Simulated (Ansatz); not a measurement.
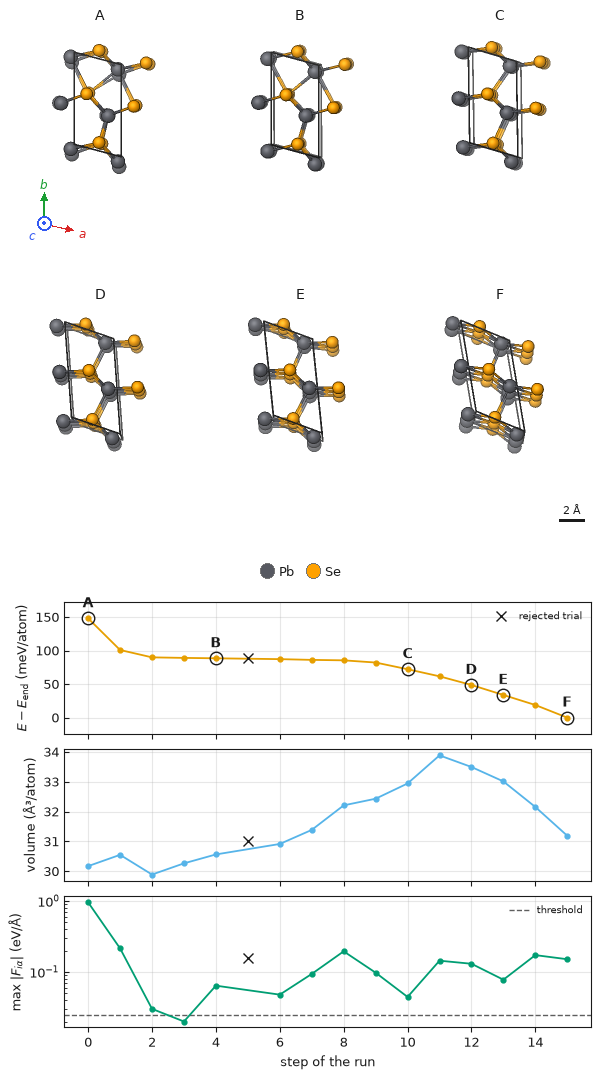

Frames of a relaxation of crystalline PbSe (a generated structure, set up in P1) (coarse preliminary run), marked on the history of the run. The picture is a ball-and-stick view of the cell of the calculation, seen along the c axis.

Level of theory: DFT PBE, scalar-relativistic, plane waves, PAW (Ansatz). Settings: plane-wave cutoff 420 eV; k-point mesh 4 × 4 × 2; occupations gaussian; smearing width 0.1 eV; no spin polarisation; cell and atoms relaxed; force threshold 0.025 eV/Å; at most 60 steps.

**Describe the path.**

The run was cut off at its time limit before the relaxation converged, so the last structure is only a point on the way. The largest move relative to the cell is that of a Se atom, 1.13 Å along [−2 −1 −2]. Largest moves by element: Se 1.13 Å, Pb 1.01 Å. The volume changes by +3.4 %, with a 4.050 → 4.361 Å (+7.7 %), b 7.877 → 7.721 Å (−2.0 %), c 8.074 → 8.736 Å (+8.2 %), α 104.0° → 91.9°, β 87.9° → 90.0°, γ 104.9° → 121.9°. Among the contacts that change: Pb–Se 2.932 → 5.196 Å, Pb–Se 3.101 → 5.210 Å, Pb–Se 3.319 → 5.196 Å, Pb–Se 3.356 → 5.212 Å. Bonds break: Pb–Se (2.93 → 5.20 Å), Pb–Se (3.10 → 5.21 Å). Among the angles between lasting bonds that change: Se–Pb–Se 153.2° → 100.0°, Se–Pb–Se 119.1° → 164.9°, Pb–Se–Pb 145.0° → 99.9°. The space group stays P1 (No. 1). Over 14 accepted moves (15 points after the start) the energy falls by 148 meV per atom. Largest force component: 0.96 eV/Å at the start, 0.15 eV/Å at the end. Pressure: 0.64 GPa at the start and −0.24 GPa at the end. The line search rejected the trial step at point 5 of the run. Cost: 9.6 min on 1 thread of Arm Neoverse V2 (shared host), peak memory 0.57 GiB. From step 0 to 4: a Pb atom moves most (0.37 Å), volume +1.3 %, energy −59.6 meV per atom. From step 4 to 10: Se atoms move most (0.46 Å), volume +7.8 %, energy −16.3 meV per atom. From step 10 to 12: Se atoms move most (0.31 Å), volume +1.7 %, energy −23.5 meV per atom. From step 12 to 13: Se atoms move most (0.09 Å), volume −1.4 %, energy −14.9 meV per atom. From step 13 to 15: Pb and Se atoms move most (0.14 Å), volume −5.5 %, energy −33.8 meV per atom.

```csv
step,"E − E(0), meV/atom","largest force component, eV/Å","pressure, GPa","volume, Å³/atom",note
0,0.00,0.9566,0.64,30.173,
1,-47.19,0.2150,-0.38,30.552,
2,-58.20,0.0302,0.35,29.891,
3,-58.99,0.0201,-0.05,30.266,
4,-59.60,0.0642,0.09,30.565,
5,-59.44,0.1593,0.47,31.003,rejected
6,-60.84,0.0479,0.07,30.916,
7,-61.96,0.0938,0.26,31.386,
8,-62.63,0.1953,0.55,32.208,
9,-65.92,0.0977,0.20,32.432,
10,-75.88,0.0445,0.37,32.942,
11,-86.47,0.1442,-0.10,33.883,
12,-99.40,0.1306,-0.02,33.494,
13,-114.31,0.0778,-0.14,33.010,
14,-129.27,0.1728,0.05,32.154,
15,-148.11,0.1512,-0.24,31.190,
```
